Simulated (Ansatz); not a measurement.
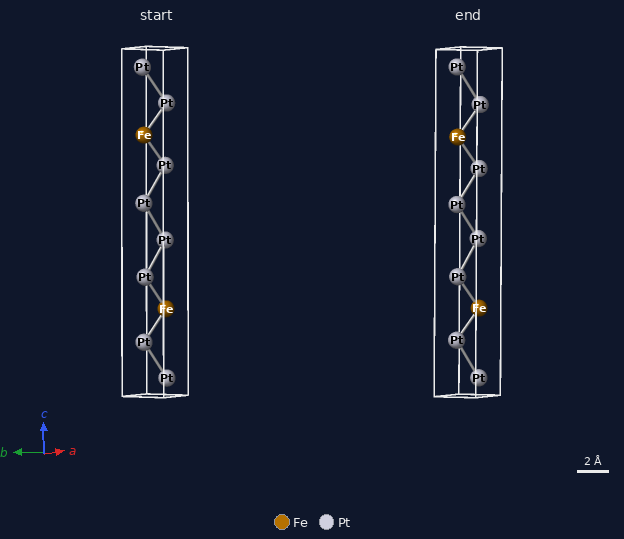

The structure of a crystal of FePt₄ (a generated structure, set up in P1) (coarse preliminary run) before (left) and after (right) a relaxation, at one scale.

The picture is a ball-and-stick view of the cell of the calculation, seen from a free direction.

Theory: DFT PBE, scalar-relativistic, plane waves, PAW in Ansatz 0.2.0. Settings: plane-wave cutoff 420 eV; k-point mesh 12 × 12 × 1; occupations gaussian; smearing width 0.2 eV; collinear spin; cell and atoms relaxed; force threshold 0.025 eV/Å; at most 60 steps.

**Describe what moved and what it gained.**

The run was cut off at its time limit before the relaxation converged, so the last structure is only a point on the way. Over 1 geometry step the energy falls by 1.6 meV per atom. Largest force component: 0.86 eV/Å at the start, 0.93 eV/Å at the end. The pressure goes from −0.23 to 2.45 GPa. A Pt atom moves most relative to the cell: 0.19 Å along [1 0 −1]. Largest moves by element: Pt 0.19 Å, Fe 0.10 Å. The volume changes by −1.1 %, with a 2.750 → 2.749 Å (0.0 %), b 2.756 → 2.750 Å (−0.2 %), c 22.983 → 22.969 Å (−0.1 %), α 88.6° → 89.4°, β 90.1° → 89.9°, γ 119.4° → 120.3°. Among the contacts that change: Pt–Pt 2.748 → 2.908 Å, Pt–Pt 2.929 → 2.771 Å, Pt–Pt 2.995 → 2.855 Å, Pt–Pt 2.936 → 2.798 Å. The space group stays P1 (No. 1).
